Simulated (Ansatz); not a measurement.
## Geometry relaxation, with input and output: HfO$_{2}$ (part 4 of 4)

HfO$_{2}$ (slab, 24 atoms in the cell); DFT PBE+D3(BJ), scalar-relativistic, plane waves, PAW, no spin polarisation (Ansatz 0.2.0); cutoff 420 eV, 3×3×1 k-mesh, Gaussian smearing of 0.05 eV. The structure derives from an entry of the Crystallography Open Database. The input holds or restrains some coordinates. Forces given for the steps count only the free coordinates. It belongs to a series of runs on one base structure; here: clean slab, lower planes held.

Geometry of the input (Å; fractional positions):
```
5.1261  0.0000  0.0000
0.0000  5.2022  0.0000
0.0000  0.0000  25.7472
O  0.6348  0.2419  0.3107
O  0.5361  0.7581  0.3192
O  0.1832  0.3358  0.3471
Hf 0.8445  0.5424  0.3573
Hf 0.4119  0.0424  0.3743
O  0.0731  0.8358  0.3844
O  0.7203  0.2581  0.4123
O  0.6216  0.7419  0.4208
O  0.2687  0.1642  0.4487
Hf 0.9300  0.9576  0.4589
Hf 0.4973  0.4576  0.4759
O  0.1586  0.6642  0.4860
O  0.8057  0.2419  0.5140
O  0.7071  0.7581  0.5224
O  0.3542  0.3358  0.5503
Hf 0.0154  0.5424  0.5605
Hf 0.5828  0.0424  0.5775
O  0.2441  0.8358  0.5877
O  0.8912  0.2581  0.6156
O  0.7925  0.7419  0.6240
O  0.4396  0.1642  0.6519
Hf 0.1009  0.9576  0.6621
Hf 0.6683  0.4576  0.6791
O  0.3295  0.6642  0.6893
```

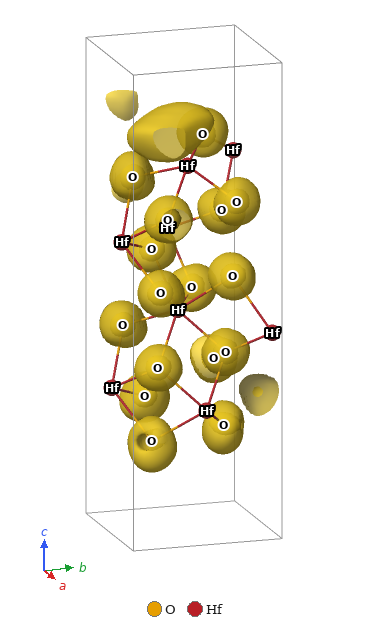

Fig. 1: Isosurface of the ELF at 0.75 (yellow), seen slightly off an axis. Core shells and regions of very low density are left out. Sticks mark near contacts. Values along the shortest contacts: Hf–O (1.95 Å): the ELF peaks at about 0.80 in the valence shell of O, 0.6 Å from its nucleus, and drops to about 0.20 between the two atoms; a polar contact without a shared pair, in a metal. Hf–O (2.02 Å): the ELF peaks at about 0.80 in the valence shell of O, 0.6 Å from its nucleus, and drops to about 0.20 between the two atoms (a polar contact without a shared pair, in a metal). The fields are those of the smooth PAW valence density.

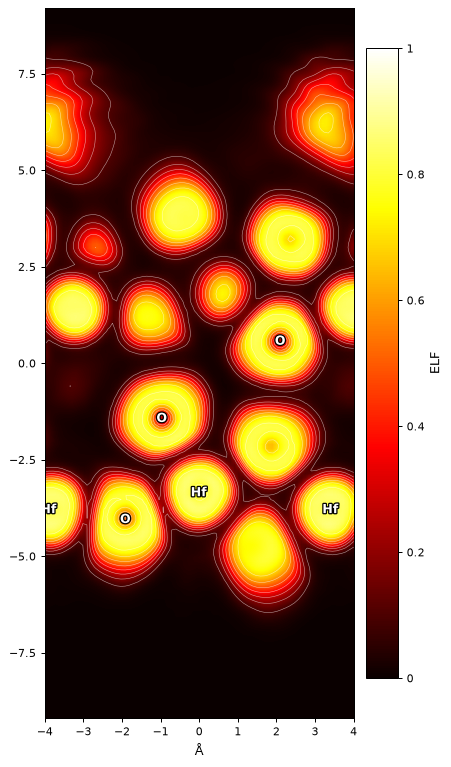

Fig. 2: ELF on the (110) plane of the calculation cell, a cut from vacuum to vacuum. Hf–O (2.05 Å): the ELF peaks at about 0.85 in the valence shell of O, 0.6 Å from its nucleus, and drops to about 0.20 between the two atoms; no shared pair; the contact is polar. Hf–O (2.15 Å): the ELF peaks at about 0.85 in the valence shell of O, 0.6 Å from its nucleus, and drops to about 0.15 between the two atoms; no shared pair; the contact is polar. The strong features right at Hf lie inside the PAW spheres (semicore, d or f shells) and say nothing about bonding.
